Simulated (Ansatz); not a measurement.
```yaml
crystal:
  lattice:
    - [3.12652, 0.00000, 0.00000]
    - [-1.56326, 2.70765, 0.00000]
    - [0.00000, 0.00000, 10.27696]
  atoms:
    - { symbol: Zr, position: [0.00000, 0.00000, 0.00000] }
    - { symbol: Zr, position: [0.00000, 0.00000, 0.50000] }
    - { symbol: Zr, position: [0.33333, 0.66667, 0.25000] }
    - { symbol: Zr, position: [0.66667, 0.33333, 0.75000] }
```

Space group P6₃/mmc; set up as Zr, dhcp; a generated structure, not necessarily the stable one; changed on purpose from its base cell (volume × 1.0).

The calculation used Ansatz, DFT, LDA (PW92), plane waves (420 eV) with PAW, scalar-relativistic.

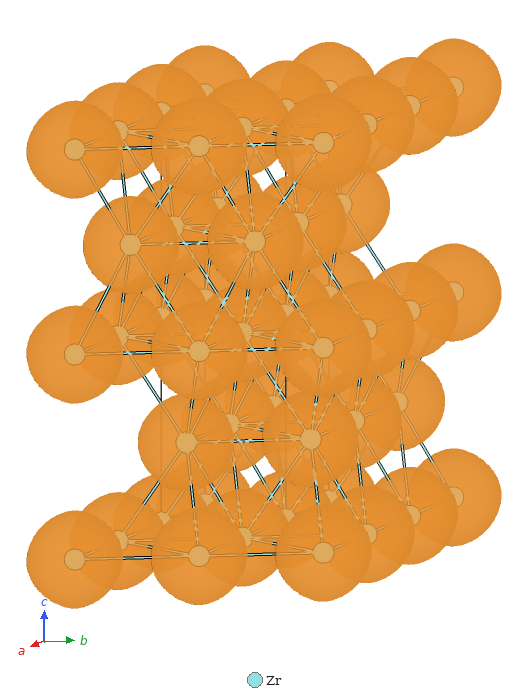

Zr. Isosurface of the valence electron density at 0.3 e/Å³ (orange), seen slightly off an axis. Sticks mark near contacts.

The density is the valence pseudo-density of a PAW calculation; it isn't the true density close to the nuclei.

> Which contacts does the surface bridge?

At this value the density breaks into separate islands; it holds about 75 % of the electrons treated as valence (semicore included). It bridges none of the near contacts. It is pinched off along the shortest Zr–Zr (3.13 Å) contacts. On the grid the lowest density along these lines, outside the cores, is 0.19 e/Å³ (Zr–Zr, 3.13 Å).
